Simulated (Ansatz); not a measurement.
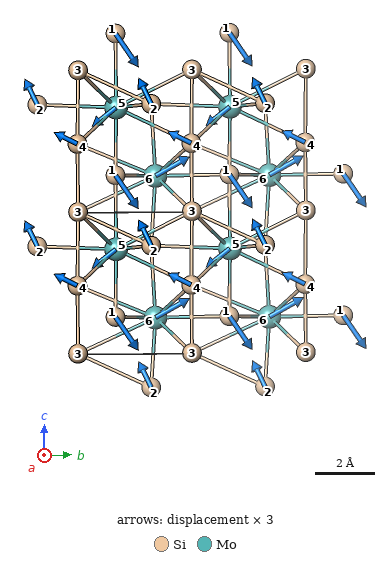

A relaxation of crystalline Si2Mo (built on the Cs2Pt-194 type type). The starting structure is drawn; blue arrows show the displacements (the part carried along by the change of the cell is left out), 3 times their true length.

The picture is a ball-and-stick view of the cell of the calculation, repeated 1 × 2 × 2 with one cell outlined, seen along the a axis.

Case: shaken.

Method: DFT, PBEsol, plane waves, PAW in Ansatz 0.2.0.

The input:
```yaml
crystal:
  lattice:
    - [4.359249527, 0.027910983, 0.0084169223]
    - [-2.1554531377, 3.8831294548, 0.009474002]
    - [0.0093751968, 0.0175978953, 4.8490243127]
  atoms:
    - { symbol: Si, position: [0.6636124156, 0.3304986867, 0.2630762075] }
    - { symbol: Si, position: [0.3446219212, 0.643847146, 0.7645489446] }
    - { symbol: Si, position: [-0.0006880784, 0.0019398715, 0.0054363203] }
    - { symbol: Si, position: [0.0034666353, -0.0036695032, 0.4853406579] }
    - { symbol: Mo, position: [0.6734475627, 0.3355787788, 0.7408578433] }
    - { symbol: Mo, position: [0.3431596026, 0.6812139224, 0.2564693359] }
kpoints:
  mp_grid: { grid: [6, 6, 4] }
hamiltonian:
  xc: pbesol
scf:
  occupations: { method: fermi_dirac, width: 0.05 }
relax:
  f_tol: 0.01
  cell: {}
  max_steps: 120
```

Launched with:
```bash
ansatz run input.yaml --threads 2 --pin off --max-ram 2211MiB --backend cpu --events-out ev --progress --plain --runs-dir out
```

Question: What happened in the run?

Answer: The atom that moves furthest relative to the cell is Si1 (0.47 Å roughly along [1 2 −2]). Largest moves by element: Si 0.47 Å, Mo 0.45 Å. The drawn cell changes as follows: a 4.359 → 4.173 Å (−4.3 %), b 4.441 → 4.785 Å (+7.7 %), c 4.849 → 4.829 Å (−0.4 %), α 89.7° → 74.6°, β 89.8° → 90.0°, γ 118.7° → 115.9°; the volume changes by +0.7 %. Some distances before and after: Si3–Mo6 2.922 → 3.926 Å, Si3–Mo5 2.905 → 3.828 Å, Si1–Si2 3.542 → 2.625 Å, Si1–Si2 (another image) 3.401 → 2.625 Å. Among the angles between lasting bonds that change: Si3–Si2–Mo6 68.7° → 105.5°, Mo5–Si1–Mo6 88.8° → 118.9°, Mo5–Si1–Mo6 89.7° → 118.9°. The space group (tolerance 0.01 Å) goes from P1 (No. 1) to Cm (No. 8). The energy falls by 2.597 eV per cell of the calculation in 16 accepted moves (21 points after the start). Largest force component: 1.6 eV/Å at the start, 0.0065 eV/Å at the end. Pressure: 4.89 GPa at the start and 0.00 GPa at the end. The line search rejected the trial steps at points 7, 11, 13 of the run. At 2 points the geometry stayed and the basis and grid were re-selected for the new cell (energy shift of 21.9 meV per cell of the calculation at most each time). Cost: 2.4 min on 2 threads of Arm Neoverse V2, with other jobs on the host, peak memory 0.43 GiB.
